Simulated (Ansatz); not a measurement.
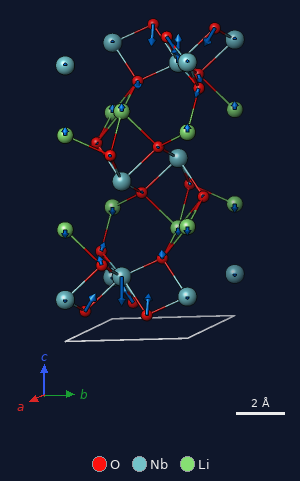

A relaxation of a slab of composition Li2Nb3O9 (cut from the R-3 phase). The starting structure is drawn; blue arrows show the displacements, 20 times their true length.

A ball-and-stick model of the cell of the calculation, outlined in the plane, without the vacuum, seen slightly off an axis.

Case: (0 0 1) slab, atoms relaxed. The slab is the (0 0 1) face of LiNbO3.

These are results of Ansatz, DFT PBEsol, scalar-relativistic, plane waves, PAW, not measurements.

The input:
```yaml
crystal:
  lattice:
    - [5.19519772, 0.0, 0.0]
    - [-2.59759886, 4.4991732032, 0.0]
    - [0.0, 0.0, 26.663890463]
  atoms:
    - { symbol: O, position: [0.6955257175, 0.0456718956, 0.2812792833] }
    - { symbol: O, position: [0.9543281044, 0.6498538219, 0.2812792833] }
    - { symbol: O, position: [0.3501461781, 0.3044742825, 0.2812792833] }
    - { symbol: Nb, position: [0.0, 0.0, 0.3108982568] }
    - { symbol: Nb, position: [0.6666666667, 0.3333333333, 0.3345043772] }
    - { symbol: O, position: [0.9711409492, 0.2876614378, 0.3641233507] }
    - { symbol: O, position: [0.7123385622, 0.6834795114, 0.3641233507] }
    - { symbol: O, position: [0.3165204886, 0.0288590508, 0.3641233507] }
    - { symbol: Li, position: [0.3333333333, 0.6666666667, 0.3989032062] }
    - { symbol: Li, position: [0.0, 0.0, 0.4237981108] }
    - { symbol: O, position: [0.3621923842, 0.3790052289, 0.4585779663] }
    - { symbol: O, position: [0.6209947711, 0.9831871553, 0.4585779663] }
    - { symbol: O, position: [0.0168128447, 0.6378076158, 0.4585779663] }
    - { symbol: Nb, position: [0.6666666667, 0.3333333333, 0.4881969398] }
    - { symbol: Nb, position: [0.3333333333, 0.6666666667, 0.5118030602] }
    - { symbol: O, position: [0.6378076158, 0.6209947711, 0.5414220337] }
    - { symbol: O, position: [0.3790052289, 0.0168128447, 0.5414220337] }
    - { symbol: O, position: [0.9831871553, 0.3621923842, 0.5414220337] }
    - { symbol: Li, position: [0.0, 0.0, 0.5762018892] }
    - { symbol: Li, position: [0.6666666667, 0.3333333333, 0.6010967938] }
    - { symbol: O, position: [0.0288590508, 0.7123385622, 0.6358766493] }
    - { symbol: O, position: [0.2876614378, 0.3165204886, 0.6358766493] }
    - { symbol: O, position: [0.6834795114, 0.9711409492, 0.6358766493] }
    - { symbol: Nb, position: [0.3333333333, 0.6666666667, 0.6654956228] }
    - { symbol: Nb, position: [0.0, 0.0, 0.6891017432] }
    - { symbol: O, position: [0.3044742825, 0.9543281044, 0.7187207167] }
    - { symbol: O, position: [0.0456718956, 0.3501461781, 0.7187207167] }
    - { symbol: O, position: [0.6498538219, 0.6955257175, 0.7187207167] }
basis:
  ecutwfc: 420
kpoints:
  mp_grid: { grid: [6, 6, 1] }
hamiltonian:
  xc: pbesol
scf:
  occupations: { method: gaussian, width: 0.05 }
output:
  forces: true
  eigenvalues: true
  write_density: true
  write_potential: true
  elf: true
  volumetric_format: npy
relax:
  adjacent_minimum: "off"
  f_tol: 0.02
  max_steps: 60
efield:
  axis: 3
  dipole_correction: true
  ramp_width: 0.04
```

Command:
```bash
ansatz run input.yaml --threads 4 --pin off --max-ram 10240MiB --backend cpu --events-out ev --progress --plain --runs-dir out
```

What did the optimiser do to the structure, and how much energy did it gain?

After 5 geometry steps the energy has fallen by 0.301 eV per cell of the calculation. The largest force component goes from 1.8 to 0.0087 eV/Å. The largest moves relative to the layer's centre, 0.066 Å, are those of Nb5 and Nb24. Nb5 goes along the normal (−c). By element the largest moves are Nb 0.066 Å, O 0.053 Å, Li 0.020 Å. The lattice vectors keep their values. Among the contacts that change: Nb24–O26 2.120 → 2.034 Å, Nb5–O6 1.886 → 1.923 Å, Li19–O21 2.239 → 2.205 Å, Nb25–O26 1.886 → 1.861 Å. Among the angles between lasting bonds that change: Nb24–O26–Nb25 99.7° → 103.1°, O1–Nb5–O7 160.2° → 163.3°, O1–Nb5–O2 80.1° → 83.0°.
